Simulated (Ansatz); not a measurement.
GaSb (slab)

```
CELL_PARAMETERS angstrom
4.32129 0.00000 0.00000
0.00000 10.58496 0.00000
0.00000 0.00000 24.97959
ATOMIC_POSITIONS crystal
Ga 0.50000 0.66667 0.30025
Sb 0.50000 0.41667 0.30025
Ga 0.00000 0.33333 0.35018
Sb 0.00000 0.08333 0.35018
Ga 0.50000 0.00000 0.40012
Sb 0.50000 0.75000 0.40012
Ga 0.00000 0.66667 0.45006
Sb 0.00000 0.41667 0.45006
Ga 0.50000 0.33333 0.50000
Sb 0.50000 0.08333 0.50000
Ga 0.00000 0.00000 0.54994
Sb 0.00000 0.75000 0.54994
Ga 0.50000 0.66667 0.59988
Sb 0.50000 0.41667 0.59988
Ga 0.00000 0.33333 0.64982
Sb 0.00000 0.08333 0.64982
Ga 0.50000 0.00000 0.69975
Sb 0.50000 0.75000 0.69975
```

Not relaxed (largest force 1.1 eV/Å).

The calculation used DFT PBEsol, scalar-relativistic, plane waves, PAW (Ansatz).

**What can the converged valence pseudo-density and electron localisation function tell about the bonding?**

Ga–Sb (2.65 Å): ρ at the midpoint is about 0.44 e/Å³, with its minimum of 0.36 e/Å³ about 1.2 Å from Ga; the ELF peaks at about 0.70 between the atoms.

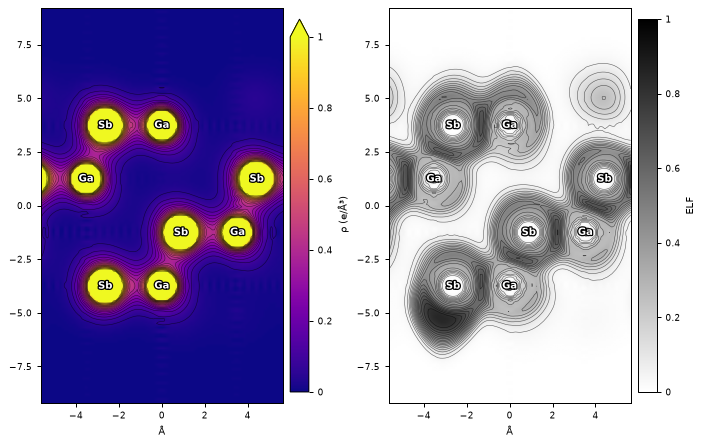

Computed valence pseudo-density and electron localisation function on the (100) plane of the calculation cell, a cut from vacuum to vacuum, in this order. 
